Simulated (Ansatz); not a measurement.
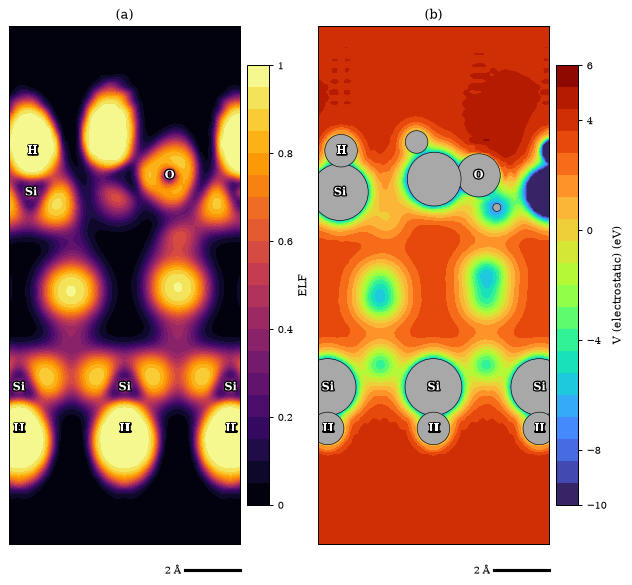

Figure 1: Si12H4O (slab). (a) ELF; (b) electrostatic potential (local pseudopotential plus Hartree) felt by an electron on the (100) plane of the calculation cell, a cut from vacuum to vacuum. Grey discs cover the atomic cores in the potential map.

Computed with DFT PBE, scalar-relativistic, plane waves, PAW in Ansatz.

In a PAW calculation such maps are meaningful between the atoms, not at the nuclei.

Read the bonding off the picture.

The section cuts through Si, H and O sites. Atoms just off the plane (Si, 0.3 Å away and H, 0.4 Å away) can leave unmarked features too. Si–H (1.50 Å): the ELF climbs to about 1 towards the hydrogen, as it does in any bond to H; a covalent bond by its length. The ELF also peaks beside O, away from the bonds: lone-pair regions.

Metal or insulator at this level of theory?

It is gapped, with a Kohn–Sham gap of 1.3 eV on the k-point mesh (the band edges may lie off the mesh, which would make the gap smaller).
